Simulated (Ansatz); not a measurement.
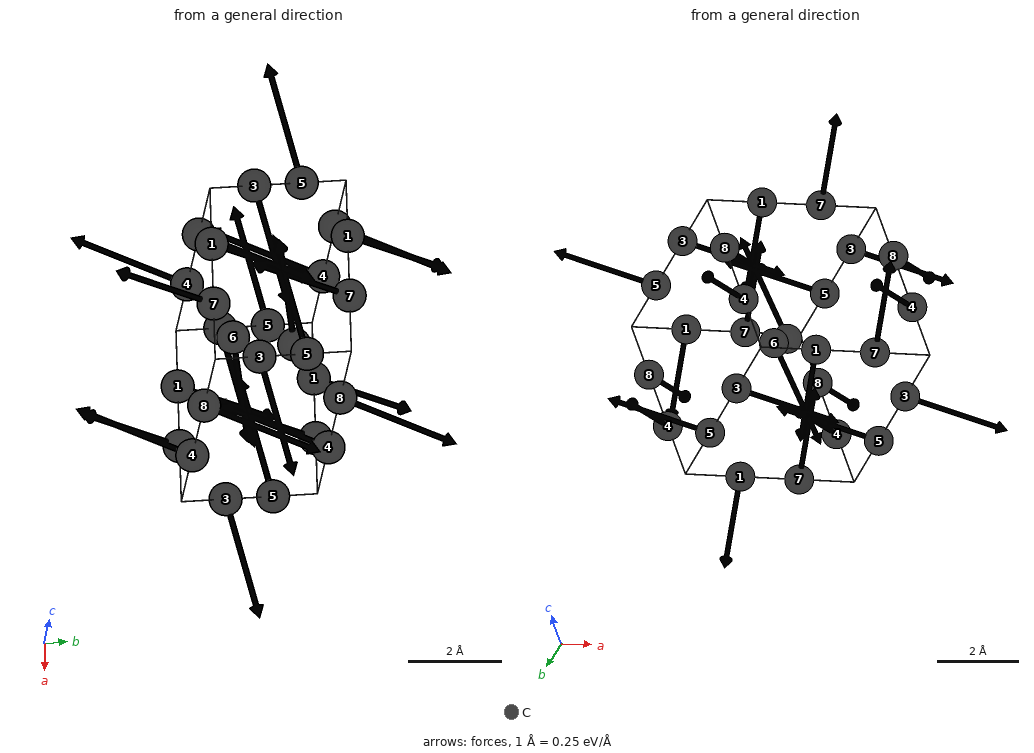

The crystal in a spheres-only representation, seen from two general directions. Atoms at the boundary of the simulation cell (the box) are drawn once for each face, edge or corner they touch. The arrows are the computed forces on the atoms.

System: C. Calculation details: DFT LDA, scalar-relativistic, plane waves, PAW (Ansatz); E_cut = 420 eV, 8×8×8 k-points, Gaussian smearing of 0.05 eV, no spin polarisation.

Q: Would an optimiser stop at this geometry?

A: No. The atoms still feel forces of up to about 0.61 eV/Å, far above a usual threshold of 0.01 to 0.03 eV/Å.

It derives from a structure listed in the Materials Project. The cell was then strained or its atoms displaced on purpose. It went into a calculation with Ansatz.
